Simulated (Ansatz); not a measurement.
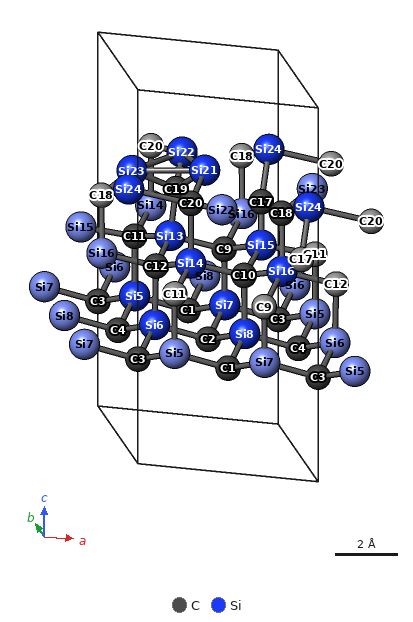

Figure 1. The input geometry (ball-and-stick view of the cell of the calculation, with the vacuum cut short, seen slightly off an axis; neighbours outside the cell are drawn fainter; atoms are numbered from 1 in the order of the input). An atom can appear more than once, as a periodic image.

# Geometry relaxation of SiC (part 1 of 3)

The run: geometry relaxation of SiC (slab, 24 atoms in the cell). Method and program: DFT r2SCAN, scalar-relativistic, plane waves, PAW, no spin polarisation (Ansatz 0.2.0).

The structure derives from an entry of the Crystallography Open Database. The input holds or restrains some coordinates. Forces given for the steps count only the free coordinates. It belongs to a series of runs on one base structure; here: upper atoms moved at random (sigma 0.25 Å), then relaxed. Figures and captions count atoms from 1; the log counts them from 0 in places.

Input file:
```yaml
crystal:
  lattice:
    - [6.1607243521, 0.0, 0.0]
    - [-3.0803621761, 5.3353437946, 0.0]
    - [0.0, 0.0, 20.6589866657]
  atoms:
    - { symbol: C, position: [0.5, 0.0, 0.3630381355] }
    - { symbol: C, position: [0.5, 0.5, 0.3630381355] }
    - { symbol: C, position: [0.0, 0.0, 0.3630381355] }
    - { symbol: C, position: [0.0, 0.5, 0.3630381355] }
    - { symbol: Si, position: [0.1666666667, 0.8333333333, 0.3934741054] }
    - { symbol: Si, position: [0.1666666667, 0.3333333333, 0.3934741054] }
    - { symbol: Si, position: [0.6666666667, 0.8333333333, 0.3934741054] }
    - { symbol: Si, position: [0.6666666667, 0.3333333333, 0.3934741054] }
    - { symbol: C, position: [0.6617726653, 0.8258976994, 0.4863119907] }
    - { symbol: C, position: [0.6625762028, 0.3328245692, 0.4897638061] }
    - { symbol: C, position: [0.1658360673, 0.8291052734, 0.492452994] }
    - { symbol: C, position: [0.1733591376, 0.3288308732, 0.4910548765] }
    - { symbol: Si, position: [0.3264227502, 0.6653088718, 0.5140915518] }
    - { symbol: Si, position: [0.3296683912, 0.1653136026, 0.5161783572] }
    - { symbol: Si, position: [0.833339387, 0.6733774725, 0.5127925366] }
    - { symbol: Si, position: [0.8377258534, 0.1695026657, 0.5175497957] }
    - { symbol: C, position: [0.8474349581, 0.7331898497, 0.5791080505] }
    - { symbol: C, position: [0.8485354839, 0.2297717389, 0.6082110252] }
    - { symbol: C, position: [0.3646793841, 0.6890195162, 0.5907718005] }
    - { symbol: C, position: [0.3309012248, 0.1636219595, 0.615504906] }
    - { symbol: Si, position: [0.4873974037, 0.5279353003, 0.640381395] }
    - { symbol: Si, position: [0.4485194189, -0.0835818654, 0.6320776294] }
    - { symbol: Si, position: [0.0723452673, 0.4720899345, 0.6327222202] }
    - { symbol: Si, position: [-0.0522567331, -0.0048525758, 0.6440294304] }
basis:
  ecutwfc: 500
kpoints:
  mp_grid: { grid: [5, 5, 1] }
hamiltonian:
  xc: r2scan
scf:
  occupations: { method: gaussian, width: 0.05 }
output:
  forces: true
  eigenvalues: true
  write_density: true
  write_potential: true
  elf: true
  volumetric_format: npy
relax:
  adjacent_minimum: "off"
  f_tol: 0.02
  max_steps: 90
  constraints: [{ sites: [0, 1, 2, 3, 4, 5, 6, 7] }]
efield:
  axis: 3
  dipole_correction: true
  ramp_width: 0.04
```

Hardware: 4 threads of Arm Neoverse V2, 24 GiB of memory available, shared host.

Launched with:
```bash
ansatz run input.yaml --threads 4 --pin off --max-ram 10240MiB --backend cpu --events-out ev --progress --plain --runs-dir out
```

Log:
```
Engine: ansatz 0.2.0, aarch64-unknown-linux-gnu
Pseudopotentials: kind: paw
Pseudopotential: C, paw, valence charge 4, recommended cutoff 500 eV (meta_gga), C.paw.azcp
Pseudopotential: Si, paw, valence charge 4, recommended cutoff 500 eV (meta_gga), Si.paw.azcp
Functional definition: r2SCAN
  parameter k0 = 0.174
  parameter k1 = 0.065
  parameter a1 = 4.9479
  exchange = r2scan_x(k0 = k0, k1 = k1, a1 = a1)
  correlation = r2scan_c
Crystal: 24 atoms, lattice volume = 679.052 Å³
Basis set: ecut = 500 eV, 17271 PW (Γ), exchange–correlation on 180×180×640 points (64 copies of the dense FFT grid, shifted against one another)
Bands: 72, of which v1, the nominal top of the filled ones, is band 48 counted from 1 (47 counted from 0)
Symmetry: 1 space group operations
Space group: P1 (ITA 1), of the structure as read, at distance tolerance 8.8e-5 Å
k-points: 13 of 25 (time reversal used)
Non-local potential: C, projectors of the file, l = 0: 2, l = 1: 2, l = 2: 1
Non-local potential: Si, projectors of the file, l = 0: 2, l = 1: 2, l = 2: 2
PAW form: soft (Blöchl's): semilocal exchange-correlation on the pseudo side does not see the compensation charge
PAW frozen core: C, regenerated for the run's functional (the file was generated under x = pbe(κ = 0.804, μ = 0.2195149727645171), c = pbe(β = 0.06672455060314922))
PAW frozen core: Si, regenerated for the run's functional (the file was generated under x = pbe(κ = 0.804, μ = 0.2195149727645171), c = pbe(β = 0.06672455060314922))
PAW one-centre angular grid: C, 302 points (default); XC on 239 of its mesh's 2573 points in the sphere
PAW one-centre angular grid: Si, 302 points (default); XC on 160 Gauss nodes
Initial density: superposition of atomic densities (neutral atoms: chi_scale 0, normalization atom), corrected by the library's trained network
Initial wavefunctions: pseudopotential atomic-orbital guess
Functional: x = r2scan, c = r2scan; τ floored in thin density (d = 2e-4 eV/Å³)
SCF iter   1: F=—  HF=-10664.005346 eV  |F-HF|=—  |Δ(HF+E_count)|=         —  Δρ=1.02e-2  dr2=2.35e0  dr2_τ=2.27e0  ethr=1.77e-3  p=0.438 e·Å  D=1.17e-1 V/Å  ΔV_dip=-2.41 eV  dr2_dipole=3.95e-1  V_vac-E_F(+/−)=4.79/7.20 eV  ⟨swp⟩=10.5  Hψ=6243  notcnv=0  defer=164
efield: sawtooth ramp at fractional position 0.9835 (placed from the atoms, in the widest stretch of the axis that holds none; the zero of the levels goes with the place), width 0.0400; the density the first Hamiltonian is built on has a dipole p = 0.438 e·Å; the dipole correction subtracts the counter field D = 1.17e-1 V/Å, which shifts the + side's vacuum level by -2.41 eV against the − side's; the planar-averaged density in the ramp window peaks in size at 8.4e-5 e/Å³
preconditioner: auto → LDOS  [metal: Δε(μ)=0.019 eV  Ē_g=11.094 eV  σ=0.050 eV  W_gap=0.21  n_scr=78 (ndim 8)  ℏωp=14.0 eV  f_vac=0.542  D(μ)=17.87/eV (n_scr^D=122)  β→1.0]
SCF iter   2: F=—  HF=-10664.288337 eV  |F-HF|=—  |Δ(HF+E_count)|=   2.83e-1  Δρ=5.19e-3  dr2=1.49e0  dr2_τ=4.27e-2  ethr=1.77e-3  p=0.330 e·Å  D=8.80e-2 V/Å  ΔV_dip=-1.82 eV  dr2_dipole=7.03e-1  V_vac-E_F(+/−)=4.86/6.67 eV  ⟨swp⟩=3.0  Hψ=1776  notcnv=0  defer=239
SCF iter   3: F=—  HF=-10664.274277 eV  |F-HF|=—  |Δ(HF+E_count)|=   1.41e-2  Δρ=2.47e-3  dr2=1.14e-1  dr2_τ=1.74e-3  ethr=1.56e-3  p=0.308 e·Å  D=8.20e-2 V/Å  ΔV_dip=-1.69 eV  dr2_dipole=1.29e-2  V_vac-E_F(+/−)=4.97/6.66 eV  ⟨swp⟩=1.1  Hψ=698  notcnv=0  defer=239
SCF iter   4: F=—  HF=-10664.273360 eV  |F-HF|=—  |Δ(HF+E_count)|=   9.16e-4  Δρ=8.99e-4  dr2=1.49e-2  dr2_τ=7.66e-4  ethr=1.19e-4  p=0.292 e·Å  D=7.77e-2 V/Å  ΔV_dip=-1.61 eV  dr2_dipole=1.14e-3  V_vac-E_F(+/−)=4.99/6.59 eV  ⟨swp⟩=2.2  Hψ=957  notcnv=0  defer=239
SCF iter   5: F=—  HF=-10664.273636 eV  |F-HF|=—  |Δ(HF+E_count)|=   2.76e-4  Δρ=4.62e-4  dr2=2.68e-3  dr2_τ=8.00e-5  ethr=1.55e-5  p=0.283 e·Å  D=7.54e-2 V/Å  ΔV_dip=-1.56 eV  dr2_dipole=2.33e-6  V_vac-E_F(+/−)=5.01/6.56 eV  ⟨swp⟩=2.0  Hψ=1251  notcnv=0  defer=239
SCF iter   6: F=—  HF=-10664.273580 eV  |F-HF|=—  |Δ(HF+E_count)|=   5.58e-5  Δρ=1.95e-4  dr2=5.40e-4  dr2_τ=1.21e-5  ethr=2.79e-6  p=0.280 e·Å  D=7.46e-2 V/Å  ΔV_dip=-1.54 eV  dr2_dipole=6.52e-6  V_vac-E_F(+/−)=5.01/6.55 eV  ⟨swp⟩=2.3  Hψ=1454  notcnv=0  defer=239
SCF iter   7: F=—  HF=-10664.273570 eV  |F-HF|=—  |Δ(HF+E_count)|=   1.04e-5  Δρ=1.18e-4  dr2=2.88e-4  dr2_τ=3.03e-6  ethr=5.62e-7  p=0.280 e·Å  D=7.45e-2 V/Å  ΔV_dip=-1.54 eV  dr2_dipole=4.83e-5  V_vac-E_F(+/−)=5.01/6.55 eV  ⟨swp⟩=2.8  Hψ=1261  notcnv=0  defer=239
SCF iter   8: F=—  HF=-10664.273559 eV  |F-HF|=—  |Δ(HF+E_count)|=   1.05e-5  Δρ=5.20e-5  dr2=4.56e-5  dr2_τ=1.07e-6  ethr=3.00e-7  p=0.280 e·Å  D=7.46e-2 V/Å  ΔV_dip=-1.54 eV  dr2_dipole=4.18e-6  V_vac-E_F(+/−)=5.01/6.55 eV  ⟨swp⟩=2.0  Hψ=1135  notcnv=0  defer=239
SCF iter   9: F=—  HF=-10664.273560 eV  |F-HF|=—  |Δ(HF+E_count)|=   1.51e-7  Δρ=3.16e-5  dr2=1.48e-5  dr2_τ=1.66e-7  ethr=1.04e-8  p=0.280 e·Å  D=7.46e-2 V/Å  ΔV_dip=-1.54 eV  dr2_dipole=1.34e-8  V_vac-E_F(+/−)=5.01/6.55 eV  ⟨swp⟩=36.4  Hψ=13283  notcnv=0
SCF iter  10: F=-10664.273555 eV  HF=-10664.273559 eV  |F-HF|=3.88e-6  |Δ(HF+E_count)|=   4.06e-7  Δρ=1.72e-5  dr2=4.72e-6  dr2_τ=3.00e-8  ethr=1.04e-8  p=0.280 e·Å  D=7.47e-2 V/Å  ΔV_dip=-1.54 eV  dr2_dipole=6.85e-7  V_vac-E_F(+/−)=5.01/6.55 eV  ⟨swp⟩=17.3  Hψ=8965  notcnv=0
SCF 1 converged in 10 iterations: F = -10664.273555 eV  dr2 = 4.72e-6
  greatest PAW one-centre occupation: 0.749 electrons in one spin orbital (limit 2), on the C atom at site 18 (counted from 0), in its partial waves of l = 0
relax step   1: F+E_penalty+E_count = -10664.27355521 eV  Δ(F+E_penalty+E_count) = +0.000e0 eV  max|allowed force component| = 2.587e1 eV/Å  Δτ_max = 0.0000 Å  (10 SCF iters, dr2 threshold 1.00e-5 eV, accepted)
Initial density: handed on by an earlier stage of this run
Initial wavefunctions: those handed on with the density
iter 1 solved again at ethr=2.12e-3 eV; its pass at ethr=3.10e-3 eV (dr2=2.04e0 eV) is discarded
SCF iter   1: F=—  HF=-10671.793183 eV  |F-HF|=—  |Δ(HF+E_count)|=         —  Δρ=1.54e-2  dr2=2.04e0  dr2_τ=7.61e-1  ethr=2.12e-3  p=0.280 e·Å  D=7.47e-2 V/Å  ΔV_dip=-1.54 eV  dr2_dipole=2.39e-2  V_vac-E_F(+/−)=4.99/6.53 eV  ⟨swp⟩=1.0  Hψ=4015  notcnv=0  defer=196
efield: sawtooth ramp at fractional position 0.9835 (handed on by an earlier solve), width 0.0400; the density the first Hamiltonian is built on has a dipole p = 0.280 e·Å; the dipole correction subtracts the counter field D = 7.47e-2 V/Å, which shifts the + side's vacuum level by -1.54 eV against the − side's; the planar-averaged density in the ramp window peaks in size at 1.1e-7 e/Å³
preconditioner: auto → LDOS  [metal: Δε(μ)=0.008 eV  Ē_g=11.030 eV  σ=0.050 eV  W_gap=0.09  n_scr=78 (ndim 8)  ℏωp=14.0 eV  f_vac=0.538  D(μ)=18.57/eV (n_scr^D=122)  β→1.0]
SCF iter   2: F=—  HF=-10671.476332 eV  |F-HF|=—  |Δ(HF+E_count)|=   3.17e-1  Δρ=6.67e-3  dr2=5.47e-1  dr2_τ=2.41e-2  ethr=2.12e-3  p=0.291 e·Å  D=7.74e-2 V/Å  ΔV_dip=-1.60 eV  dr2_dipole=5.18e-2  V_vac-E_F(+/−)=4.93/6.53 eV  ⟨swp⟩=3.0  Hψ=1442  notcnv=0  defer=196
SCF iter   3: F=—  HF=-10671.390393 eV  |F-HF|=—  |Δ(HF+E_count)|=   8.59e-2  Δρ=2.57e-3  dr2=8.78e-2  dr2_τ=2.43e-3  ethr=5.70e-4  p=0.283 e·Å  D=7.55e-2 V/Å  ΔV_dip=-1.56 eV  dr2_dipole=7.41e-3  V_vac-E_F(+/−)=4.98/6.54 eV  ⟨swp⟩=3.1  Hψ=1441  notcnv=0  defer=220
SCF iter   4: F=—  HF=-10671.383171 eV  |F-HF|=—  |Δ(HF+E_count)|=   7.22e-3  Δρ=1.28e-3  dr2=1.83e-2  dr2_τ=2.76e-4  ethr=9.14e-5  p=0.278 e·Å  D=7.42e-2 V/Å  ΔV_dip=-1.53 eV  dr2_dipole=3.45e-6  V_vac-E_F(+/−)=5.00/6.54 eV  ⟨swp⟩=2.0  Hψ=1436  notcnv=0  defer=231
SCF iter   5: F=—  HF=-10671.382501 eV  |F-HF|=—  |Δ(HF+E_count)|=   6.70e-4  Δρ=3.92e-4  dr2=2.25e-3  dr2_τ=8.16e-5  ethr=1.91e-5  p=0.277 e·Å  D=7.38e-2 V/Å  ΔV_dip=-1.52 eV  dr2_dipole=1.86e-4  V_vac-E_F(+/−)=5.02/6.54 eV  ⟨swp⟩=2.2  Hψ=1257  notcnv=0  defer=231
SCF iter   6: F=—  HF=-10671.382600 eV  |F-HF|=—  |Δ(HF+E_count)|=   9.88e-5  Δρ=2.30e-4  dr2=5.65e-4  dr2_τ=6.56e-6  ethr=2.34e-6  p=0.277 e·Å  D=7.37e-2 V/Å  ΔV_dip=-1.52 eV  dr2_dipole=4.57e-7  V_vac-E_F(+/−)=5.02/6.54 eV  ⟨swp⟩=2.0  Hψ=1254  notcnv=0  defer=231
SCF iter   7: F=—  HF=-10671.382672 eV  |F-HF|=—  |Δ(HF+E_count)|=   7.24e-5  Δρ=1.36e-4  dr2=2.81e-4  dr2_τ=8.64e-7  ethr=5.88e-7  p=0.277 e·Å  D=7.38e-2 V/Å  ΔV_dip=-1.52 eV  dr2_dipole=5.05e-5  V_vac-E_F(+/−)=5.02/6.54 eV  ⟨swp⟩=2.4  Hψ=1238  notcnv=0  defer=231
SCF iter   8: F=—  HF=-10671.382676 eV  |F-HF|=—  |Δ(HF+E_count)|=   3.79e-6  Δρ=8.52e-5  dr2=1.19e-4  dr2_τ=5.94e-7  ethr=2.93e-7  p=0.277 e·Å  D=7.38e-2 V/Å  ΔV_dip=-1.52 eV  dr2_dipole=1.78e-5  V_vac-E_F(+/−)=5.02/6.54 eV  ⟨swp⟩=1.2  Hψ=708  notcnv=0  defer=231
SCF iter   9: F=-10671.382671 eV  HF=-10671.382678 eV  |F-HF|=6.81e-6  |Δ(HF+E_count)|=   2.11e-6  Δρ=2.72e-5  dr2=1.16e-5  dr2_τ=2.33e-7  ethr=1.04e-7  p=0.277 e·Å  D=7.38e-2 V/Å  ΔV_dip=-1.52 eV  dr2_dipole=6.31e-7  V_vac-E_F(+/−)=5.02/6.54 eV  ⟨swp⟩=30.1  Hψ=12432  notcnv=0
SCF 2 converged in 9 iterations: F = -10671.382671 eV  dr2 = 1.16e-5
  greatest PAW one-centre occupation: 0.717 electrons in one spin orbital (limit 2), on the C atom at site 18 (counted from 0), in its partial waves of l = 0
relax step   2: F+E_penalty+E_count = -10671.38267107 eV  Δ(F+E_penalty+E_count) = -7.109e0 eV  max|allowed force component| = 1.251e1 eV/Å  Δτ_max = 0.1983 Å  (9 SCF iters, dr2 threshold 1.00e-4 eV, accepted)
[... from here on the SCF iterations and repeated set-up lines of each step are left out, up to the last step ...]
SCF 3 converged in 8 iterations: F = -10675.700316 eV  dr2 = 9.21e-5
relax step   3: F+E_penalty+E_count = -10675.70031581 eV  Δ(F+E_penalty+E_count) = -4.318e0 eV  max|allowed force component| = 5.265e0 eV/Å  Δτ_max = 0.1946 Å  (8 SCF iters, dr2 threshold 1.00e-4 eV, accepted)
SCF 4 converged in 9 iterations: F = -10677.658111 eV  dr2 = 2.15e-5
relax step   4: F+E_penalty+E_count = -10677.65811146 eV  Δ(F+E_penalty+E_count) = -1.958e0 eV  max|allowed force component| = 1.782e0 eV/Å  Δτ_max = 0.1985 Å  (9 SCF iters, dr2 threshold 1.00e-4 eV, accepted)
SCF 5 converged in 8 iterations: F = -10678.527417 eV  dr2 = 6.73e-5
relax step   5: F+E_penalty+E_count = -10678.52741715 eV  Δ(F+E_penalty+E_count) = -8.693e-1 eV  max|allowed force component| = 7.216e-1 eV/Å  Δτ_max = 0.2000 Å  (8 SCF iters, dr2 threshold 1.00e-4 eV, accepted)
SCF 6 converged in 7 iterations: F = -10678.577996 eV  dr2 = 2.83e-5
relax step   6: F+E_penalty+E_count = -10678.57799603 eV  Δ(F+E_penalty+E_count) = -5.058e-2 eV  max|allowed force component| = 4.133e-1 eV/Å  Δτ_max = 0.2000 Å  (7 SCF iters, dr2 threshold 5.97e-5 eV, accepted)
SCF 7 converged in 11 iterations: F = -10678.591226 eV  dr2 = 3.34e-6
relax step   7: F+E_penalty+E_count = -10678.59122561 eV  Δ(F+E_penalty+E_count) = -1.323e-2 eV  max|allowed force component| = 5.058e-1 eV/Å  Δτ_max = 0.1719 Å  (11 SCF iters, dr2 threshold 2.80e-5 eV, accepted)
SCF 8 converged in 6 iterations: F = -10678.624072 eV  dr2 = 9.98e-6
relax step   8: F+E_penalty+E_count = -10678.62407165 eV  Δ(F+E_penalty+E_count) = -3.285e-2 eV  max|allowed force component| = 2.348e-1 eV/Å  Δτ_max = 0.0886 Å  (6 SCF iters, dr2 threshold 8.39e-5 eV, accepted)
SCF 9 converged in 6 iterations: F = -10678.640924 eV  dr2 = 9.85e-6
relax step   9: F+E_penalty+E_count = -10678.64092420 eV  Δ(F+E_penalty+E_count) = -1.685e-2 eV  max|allowed force component| = 2.551e-2 eV/Å  Δτ_max = 0.0663 Å  (6 SCF iters, dr2 threshold 1.19e-5 eV, accepted)
SCF iter   1: F=—  HF=-10678.641385 eV  |F-HF|=—  |Δ(HF+E_count)|=         —  Δρ=3.34e-4  dr2=1.12e-3  dr2_τ=5.77e-4  ethr=1.88e-5  p=0.469 e·Å  D=1.25e-1 V/Å  ΔV_dip=-2.58 eV  dr2_dipole=1.99e-5  V_vac-E_F(+/−)=4.25/6.84 eV  ⟨swp⟩=2.0  Hψ=1813  notcnv=0  defer=215
efield: sawtooth ramp at fractional position 0.9835 (handed on by an earlier solve), width 0.0400; the density the first Hamiltonian is built on has a dipole p = 0.469 e·Å; the dipole correction subtracts the counter field D = 1.25e-1 V/Å, which shifts the + side's vacuum level by -2.58 eV against the − side's; the planar-averaged density in the ramp window peaks in size at 4.0e-7 e/Å³
preconditioner: auto → LDOS  [insulator: Δε(μ)=0.074 eV  Ē_g=11.219 eV  σ=0.050 eV  W_gap=0.69  n_scr=78 (ndim 8)  ℏωp=14.0 eV  f_vac=0.540  D(μ)=5.77/eV (n_scr^D=26)  ε∞_Penn≈2.5  β→1.0]
SCF iter   2: F=—  HF=-10678.641476 eV  |F-HF|=—  |Δ(HF+E_count)|=   9.08e-5  Δρ=2.62e-4  dr2=1.57e-3  dr2_τ=1.73e-5  ethr=1.17e-6  p=0.469 e·Å  D=1.25e-1 V/Å  ΔV_dip=-2.58 eV  dr2_dipole=1.91e-4  V_vac-E_F(+/−)=4.25/6.83 eV  ⟨swp⟩=2.1  Hψ=1659  notcnv=0  defer=215
SCF iter   3: F=—  HF=-10678.641320 eV  |F-HF|=—  |Δ(HF+E_count)|=   1.56e-4  Δρ=1.36e-4  dr2=1.45e-3  dr2_τ=6.12e-6  ethr=1.17e-6  p=0.470 e·Å  D=1.25e-1 V/Å  ΔV_dip=-2.59 eV  dr2_dipole=7.17e-4  V_vac-E_F(+/−)=4.25/6.84 eV  ⟨swp⟩=2.0  Hψ=1144  notcnv=0  defer=215
SCF iter   4: F=—  HF=-10678.641298 eV  |F-HF|=—  |Δ(HF+E_count)|=   2.21e-5  Δρ=7.31e-5  dr2=1.53e-4  dr2_τ=1.79e-6  ethr=1.17e-6  p=0.469 e·Å  D=1.25e-1 V/Å  ΔV_dip=-2.58 eV  dr2_dipole=2.80e-5  V_vac-E_F(+/−)=4.25/6.83 eV  ⟨swp⟩=1.0  Hψ=721  notcnv=0  defer=215
SCF iter   5: F=—  HF=-10678.641284 eV  |F-HF|=—  |Δ(HF+E_count)|=   1.41e-5  Δρ=2.71e-5  dr2=2.32e-5  dr2_τ=4.64e-8  ethr=1.59e-7  p=0.469 e·Å  D=1.25e-1 V/Å  ΔV_dip=-2.58 eV  dr2_dipole=5.11e-6  V_vac-E_F(+/−)=4.25/6.83 eV  ⟨swp⟩=2.2  Hψ=1066  notcnv=0  defer=215
SCF iter   6: F=—  HF=-10678.641151 eV  |F-HF|=—  |Δ(HF+E_count)|=   1.33e-4  Δρ=6.05e-6  dr2=7.49e-7  dr2_τ=5.70e-9  ethr=2.42e-8  p=0.469 e·Å  D=1.25e-1 V/Å  ΔV_dip=-2.58 eV  dr2_dipole=3.90e-8  V_vac-E_F(+/−)=4.25/6.83 eV  ⟨swp⟩=1.9  Hψ=1219  notcnv=0  defer=215
SCF iter   7: F=-10678.641151 eV  HF=-10678.641151 eV  |F-HF|=7.36e-8  |Δ(HF+E_count)|=   7.93e-8  Δρ=1.41e-6  dr2=6.63e-8  dr2_τ=7.05e-10  ethr=1.04e-10  p=0.469 e·Å  D=1.25e-1 V/Å  ΔV_dip=-2.58 eV  dr2_dipole=3.33e-8  V_vac-E_F(+/−)=4.25/6.83 eV  ⟨swp⟩=20.8  Hψ=9926  notcnv=0
SCF 10 converged in 7 iterations: F = -10678.641151 eV  dr2 = 6.63e-8
relax step  10: F+E_penalty+E_count = -10678.64115088 eV  Δ(F+E_penalty+E_count) = -2.267e-4 eV  max|allowed force component| = 3.786e-3 eV/Å  Δτ_max = 0.0054 Å  (7 SCF iters, accepted)
iter 1 solved again at ethr=6.78e-11 eV; its pass at ethr=3.10e-3 eV (dr2=6.51e-8 eV) is discarded
```
